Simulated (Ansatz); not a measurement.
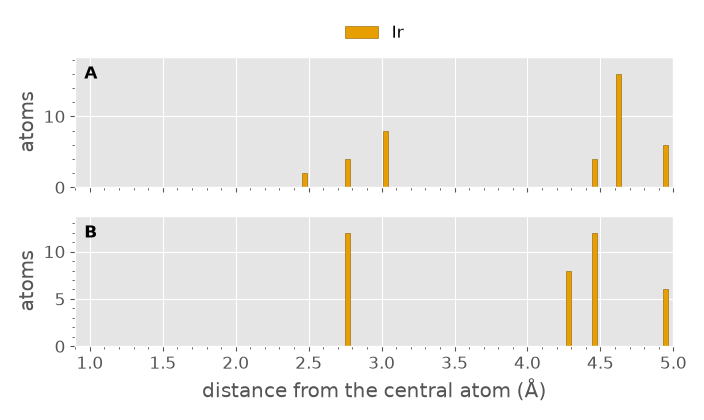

Neighbour shells computed from the structure of Ir: each bar gives the number of atoms of one element at one distance (within 0.03 Å) from a central atom. It is based on coordinates from a relaxation with DFT PBE, scalar-relativistic, plane waves, PAW (Ansatz); the starting structure was generated, so it need not be a known form of this composition.

```
a = 4.944 Å, b = 4.944 Å, c = 4.944 Å, α = 90.00°, β = 90.00°, γ = 90.00°
Ir1  0.5000  0.5000  0.5000
Ir2  0.0000  0.0000  0.0000
Ir3  0.2500  0.0000  0.5000
Ir4  0.5000  0.2500  0.0000
Ir5  0.5000  0.7500  0.0000
Ir6  0.7500  0.0000  0.5000
Ir7  0.0000  0.5000  0.7500
Ir8  0.0000  0.5000  0.2500
```

Q: Which atom of the list is the centre of each panel?

A: panel A: Ir3 (or an equivalent site: Ir4, Ir5, Ir6, Ir7, Ir8); panel B: Ir1 (or an equivalent site: Ir2).

Q: List the closest shells (up to six) of each central atom.

A: Panel A: 2 Ir at 2.47 Å, 4 Ir at 2.76 Å, 8 Ir at 3.03 Å, 4 Ir at 4.46 Å, 16 Ir at 4.62 Å, 6 Ir at 4.94 Å
Panel B: 12 Ir at 2.76 Å, 8 Ir at 4.28 Å, 12 Ir at 4.46 Å, 6 Ir at 4.94 Å
